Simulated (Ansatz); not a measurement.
# Two runs on SnO2

System: SnO2 (P4₂/mnm, 6 atoms in the cell).
Method of run 1: DFT PBEsol, scalar-relativistic, plane waves, PAW, no spin polarisation (Ansatz 0.2.0).

The structure derives from an entry of the Crystallography Open Database. Text and figures count atoms from 1; the logs count them from 0 in places.

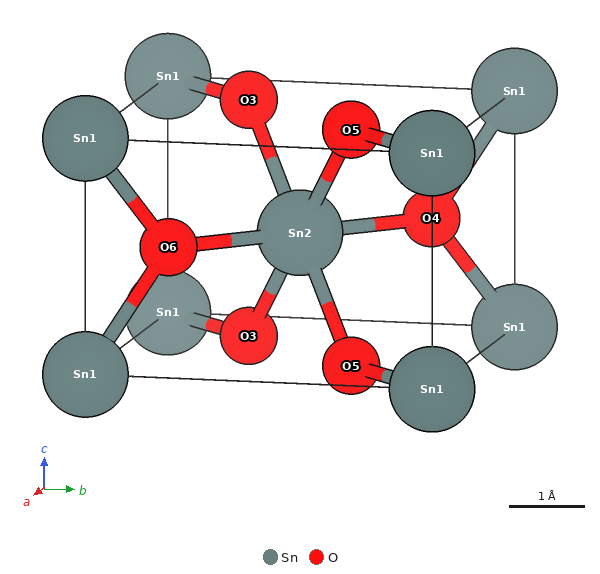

**Figure 1.** The structure as given in the input (ball-and-stick view of the cell of the calculation, seen slightly off an axis; atoms are numbered from 1 in the order of the input). Near neighbours in the crystal (not all of them lie inside the picture): Sn has 6 O at 2.07 Å; O has 3 Sn at 2.07 Å.

## Input file, run 1
```yaml
crystal:
  lattice:
    - [4.7689900203, 0.0, 0.0]
    - [0.0, 4.7689900203, 0.0]
    - [0.0, 0.0, 3.2120647273]
  atoms:
    - { symbol: Sn, position: [0.0, 0.0, 0.0] }
    - { symbol: Sn, position: [0.5, 0.5, 0.5] }
    - { symbol: O, position: [0.3062763834, 0.3062763834, 0.0] }
    - { symbol: O, position: [0.1937236166, 0.8062763834, 0.5] }
    - { symbol: O, position: [0.6937236166, 0.6937236166, 0.0] }
    - { symbol: O, position: [0.8062763834, 0.1937236166, 0.5] }
basis:
  ecutwfc: 420
kpoints:
  mp_grid: { grid: [6, 6, 8] }
  band_path:
    path:
      - [0.0, 0.0, 0.0]
      - [0.0, 0.5, 0.0]
      - [0.5, 0.5, 0.0]
      - [0.0, 0.0, 0.5]
      - [0.0, 0.5, 0.5]
      - [0.5, 0.5, 0.5]
    npoints: 1
hamiltonian:
  xc: pbesol
scf:
  occupations: { method: gaussian, width: 0.02 }
  n_extra_bands: 6
output:
  forces: true
  stress: true
  eigenvalues: true
  write_density: true
  write_potential: true
  elf: true
  volumetric_format: npy
```

Command:
```bash
ansatz run input.yaml --threads 2 --pin off --max-ram 5120MiB --backend cpu --events-out ev --progress --plain --runs-dir out
```

Hardware: 2 threads of Intel Xeon @ 2.50GHz (Skylake/Cascade Lake), 189 GiB of memory available, shared host.

## Output, shortened to warnings, some set-up lines, iterations and results (run 1)
```
Basis set: ecut = 420 eV, 1435 PW (Γ), exchange–correlation on 64×64×48 points (8 copies of the dense FFT grid, shifted against one another)
Symmetry: 16 space group operations
k-points: 50 of 288
Initial density: superposition of atomic densities (neutral atoms: chi_scale 0, normalization atom), corrected by the library's trained network
[...]
SCF iter   1: F=—  HF=-14143.110505 eV  |F-HF|=—  |Δ(HF+E_count)|=         —  Δρ=1.61e-2  dr2=1.51e-1  ethr=1.77e-3  ⟨swp⟩=6.3  Hψ=7105  notcnv=0
SCF iter   2: F=—  HF=-14143.067912 eV  |F-HF|=—  |Δ(HF+E_count)|=   4.26e-2  Δρ=2.54e-3  dr2=2.21e-3  ethr=2.90e-4  ⟨swp⟩=2.1  Hψ=2690  notcnv=0  defer=91
SCF iter   3: F=—  HF=-14143.067724 eV  |F-HF|=—  |Δ(HF+E_count)|=   1.88e-4  Δρ=1.20e-3  dr2=6.34e-4  ethr=4.25e-6  ⟨swp⟩=2.0  Hψ=3018  notcnv=0  defer=91
SCF iter   4: F=—  HF=-14143.067790 eV  |F-HF|=—  |Δ(HF+E_count)|=   6.62e-5  Δρ=4.89e-4  dr2=1.35e-4  ethr=1.22e-6  ⟨swp⟩=1.0  Hψ=1509  notcnv=0  defer=91
SCF iter   5: F=—  HF=-14143.067794 eV  |F-HF|=—  |Δ(HF+E_count)|=   4.36e-6  Δρ=9.13e-5  dr2=6.96e-6  ethr=2.60e-7  ⟨swp⟩=2.9  Hψ=3088  notcnv=0  defer=91
SCF iter   6: F=—  HF=-14143.067751 eV  |F-HF|=—  |Δ(HF+E_count)|=   4.30e-5  Δρ=1.36e-5  dr2=1.09e-7  ethr=1.34e-8  ⟨swp⟩=3.0  Hψ=2809  notcnv=0  defer=91
SCF iter   7: F=-14143.067751 eV  HF=-14143.067751 eV  |F-HF|=4.53e-10  |Δ(HF+E_count)|=   5.00e-8  Δρ=2.10e-6  dr2=3.76e-9  ethr=1.92e-10  ⟨swp⟩=13.4  Hψ=10939  notcnv=0
SCF 1 converged in 7 iterations: F = -14143.067751 eV  dr2 = 3.76e-9
NSCF: frozen V_eff on 6 k-points
SCF converged after 7 iterations
Free energy (F): -14143.067751 eV
Harris-Foulkes:  -14143.067751 eV  (|F-HF|=4.53e-10)
Internal energy: -14143.067751 eV  (E = F + TS)
E sigma→0 (E₀):  -14143.067751 eV
Fermi energy:    9.547449 eV
--- Per-component energies (eV) ---
  E_band       = -136.380191
  E_kinetic    = 1079.352766
  E_local      = -2894.866032  (includes V_loc(G=0)·N_el)
  E_nonlocal   = 139.012080
  E_hartree    = 1494.976257
  E_xc         = -1043.555783
  E_vxc        = -561.542425  (∫ρ·V_xc dr)
  E_paw        = -8763.193228  (= ΣΔE_a)
  E_vpaw       = -888.300229  (= ΣTr[D̂ρ^β])
  E_aug_tail   = 0.009918  (compensation charges beyond the density's cutoff)
  E_ewald      = -4155.514560
  E_core_change = 0.710831  (= ΣΔE_core)
  E_smearing   = -0.000000  (= −TS)
  E_closure    = -0.000000  (closes the sum)
  Σ components = -14143.067751   (vs F -14143.067751, Δ=0.00e0)
--- Forces (eV/Å), atoms counted from 1 ---
  atom   1  Sn     0.00000000    -0.00000000    -0.00000000
  atom   2  Sn     0.00000000    -0.00000000    -0.00000000
  atom   3  O      0.00001295     0.00001295     0.00000000
  atom   4  O     -0.00001295     0.00001295    -0.00000000
  atom   5  O     -0.00001295    -0.00001295    -0.00000000
  atom   6  O      0.00001295    -0.00001295     0.00000000
  max |Σ_I F_I| component: 1.73e-18 eV/Å
--- Stress (GPa, compression-positive) ---
        0.011011       0.000000       0.000000
        0.000000       0.011011       0.000000
        0.000000       0.000000       0.005378
  P = ⅓ Tr σ = 0.0091 GPa (0.091 kbar)
```

For run 2 the input was changed thus:
```diff
-  ecutwfc: 420
+  ecutwfc: 500
-  xc: pbesol
+  xc: r2scan
-  write_density: true
-  write_potential: true
-  elf: true
-  volumetric_format: npy
```

How does run 2 compare with run 1?

The total energies belong to different methods, so their difference says nothing on which is more stable or more accurate. The gap on the mesh goes from 0.92 to 1.68 eV. The pressure goes from 0.01 to −1.54 GPa. The largest force goes from 0.000 to 0.025 eV/Å. The functional changes from PBEsol to r2SCAN. The number of SCF iterations is the same. The plane waves at Γ go from 1435 to 1883. On the same kind of shared host run 2 took about 2.2 times as long.

## Output, shortened to warnings, some set-up lines, iterations and results (run 2)
```
Basis set: ecut = 500 eV, 1883 PW (Γ), exchange–correlation on 144×144×96 points (64 copies of the dense FFT grid, shifted against one another)
Symmetry: 16 space group operations
k-points: 50 of 288
Initial density: superposition of atomic densities (neutral atoms: chi_scale 0, normalization atom), corrected by the library's trained network
[...]
SCF iter   1: F=—  HF=-14352.324528 eV  |F-HF|=—  |Δ(HF+E_count)|=         —  Δρ=1.03e-2  dr2=5.66e-2  dr2_τ=2.64e-1  ethr=1.77e-3  ⟨swp⟩=6.3  Hψ=7022  notcnv=0
SCF iter   2: F=—  HF=-14352.425990 eV  |F-HF|=—  |Δ(HF+E_count)|=   1.01e-1  Δρ=6.11e-3  dr2=1.50e-2  dr2_τ=1.01e-3  ethr=1.09e-4  ⟨swp⟩=2.8  Hψ=3081  notcnv=0  defer=91
SCF iter   3: F=—  HF=-14352.424978 eV  |F-HF|=—  |Δ(HF+E_count)|=   1.01e-3  Δρ=8.55e-4  dr2=5.17e-4  dr2_τ=1.09e-4  ethr=2.89e-5  ⟨swp⟩=2.0  Hψ=1718  notcnv=0  defer=91
SCF iter   4: F=—  HF=-14352.425063 eV  |F-HF|=—  |Δ(HF+E_count)|=   8.49e-5  Δρ=3.06e-4  dr2=4.98e-5  dr2_τ=5.07e-6  ethr=9.94e-7  ⟨swp⟩=2.1  Hψ=2283  notcnv=0  defer=91
SCF iter   5: F=—  HF=-14352.425072 eV  |F-HF|=—  |Δ(HF+E_count)|=   8.89e-6  Δρ=1.13e-4  dr2=1.15e-5  dr2_τ=6.53e-7  ethr=9.57e-8  ⟨swp⟩=2.0  Hψ=2248  notcnv=0  defer=91
SCF iter   6: F=—  HF=-14352.425070 eV  |F-HF|=—  |Δ(HF+E_count)|=   2.32e-6  Δρ=5.69e-5  dr2=2.57e-6  dr2_τ=7.50e-8  ethr=2.20e-8  ⟨swp⟩=2.1  Hψ=2675  notcnv=0  defer=91
SCF iter   7: F=-14352.425069 eV  HF=-14352.425069 eV  |F-HF|=2.68e-8  |Δ(HF+E_count)|=   6.32e-7  Δρ=8.32e-6  dr2=4.94e-8  dr2_τ=2.35e-9  ethr=1.92e-10  ⟨swp⟩=9.0  Hψ=8182  …
SCF 1 converged in 7 iterations: F = -14352.425069 eV  dr2 = 4.94e-8
NSCF: frozen V_eff on 6 k-points
SCF converged after 7 iterations
Free energy (F): -14352.425069 eV
Harris-Foulkes:  -14352.425069 eV  (|F-HF|=2.68e-8)
Internal energy: -14352.425069 eV  (E = F + TS)
E sigma→0 (E₀):  -14352.425069 eV
Fermi energy:    9.614009 eV
--- Per-component energies (eV) ---
  E_band       = -170.365046
  E_kinetic    = 1084.713008
  E_local      = -2899.263812  (includes V_loc(G=0)·N_el)
  E_nonlocal   = 131.394842
  E_hartree    = 1506.449279
  E_xc         = -1035.545697
  E_vxc        = -622.331601  (∫ρ·V_xc dr)
  E_paw        = -8986.005016  (= ΣΔE_a)
  E_vpaw       = -917.087661  (= ΣTr[D̂ρ^β])
  E_aug_tail   = 0.004012  (compensation charges beyond the density's cutoff)
  E_vtau       = 39.304121  (kinetic-family band-sum trace: ∫τ·v_τ [+ j·A + Jᵃ·Aᵃ] dr)
  E_ewald      = -4155.514560
  E_core_change = 1.342876  (= ΣΔE_core)
  E_smearing   = -0.000000  (= −TS)
  E_closure    = -0.000000  (closes the sum)
  Σ components = -14352.425069   (vs F -14352.425069, Δ=0.00e0)
--- Forces (eV/Å), atoms counted from 1 ---
  atom   1  Sn     0.00000000    -0.00000000    -0.00000000
  atom   2  Sn    -0.00000000    -0.00000000    -0.00000000
  atom   3  O     -0.01799702    -0.01799702     0.00000000
  atom   4  O      0.01799702    -0.01799702    -0.00000000
  atom   5  O      0.01799702     0.01799702    -0.00000000
  atom   6  O     -0.01799702     0.01799702     0.00000000
  max |Σ_I F_I| component: 3.47e-18 eV/Å
--- Stress (GPa, compression-positive) ---
       -1.303332       0.000000       0.000000
        0.000000      -1.303332       0.000000
        0.000000       0.000000      -2.025786
  P = ⅓ Tr σ = -1.5441 GPa (-15.441 kbar)
```

## The two runs side by side

| quantity | run 1 | run 2 |
| --- | --- | --- |
| outcome | converged | converged |
| free energy per atom (eV) | −2357.1780 | −2392.0708 |
| gap on the mesh (eV) | 0.92 | 1.68 |
| pressure (GPa) | 0.01 | −1.54 |
| largest force (eV/Å) | 0.000 | 0.025 |
| SCF iterations | 7 | 7 |
| irreducible k-points | 50 | 50 |
| plane waves at Γ | 1435 | 1883 |
| wall time (shared host) | 20 s | 42 s |
